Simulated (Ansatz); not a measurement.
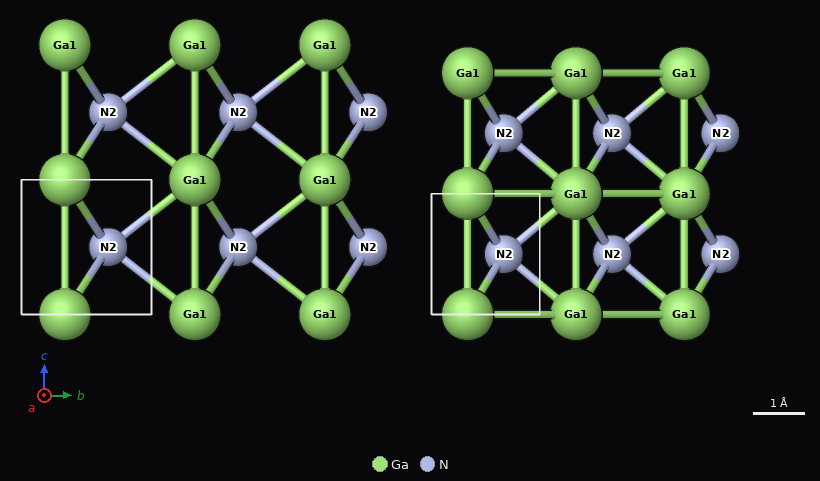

Two geometries of solid GaN (a generated structure, set up in P-6m2) (coarse preliminary run), drawn at one scale. One is the start of a relaxation, the other its converged end. A ball-and-stick model of the cell of the calculation, repeated 1 × 3 × 2 with one cell outlined, seen along the a axis.

Theory: DFT PBE, scalar-relativistic, plane waves, PAW (Ansatz 0.2.0). Set-up: plane-wave cutoff 420 eV; k-point mesh 12 × 12 × 8; occupations gaussian; smearing width 0.1 eV; no spin polarisation; cell and atoms relaxed; force threshold 0.05 eV/Å; at most 60 steps.

> Which one is relaxed?

The left one is the relaxed one. Case: V → Ga on all its sites, cell and atoms relaxed. The atoms keep their places relative to the cell (all moves are under 0.005 Å). The volume changes by +60.6 %, with a = b 2.489 → 2.987 Å (+20.0 %), c 2.403 → 2.681 Å (+11.5 %). Near-neighbour distances that change, for instance: Ga1–Ga1 2.489 → 2.987 Å, Ga1–N2 1.873 → 2.184 Å, Ga1–Ga1 (another image) 2.403 → 2.681 Å. Among the angles between lasting bonds that change: Ga1–N2–Ga1 79.8° → 75.7°, Ga1–N2–Ga1 83.3° → 86.3°. The space group stays P-6m2 (No. 187). After 8 accepted moves (10 points after the start) the energy has fallen by 3.693 eV per cell of the calculation. All forces vanish by symmetry, so only the cell relaxes. The pressure goes from 231.13 to −0.24 GPa. At 2 points the geometry stayed and the basis and grid were re-selected for the new cell (energy shift of 0.218 eV per cell of the calculation at most each time). The run took 60 s on 1 thread of Intel(R) Xeon(R) Processor @ 2.50GHz (Skylake/Cascade Lake), on a shared host, peak memory 0.36 GiB.
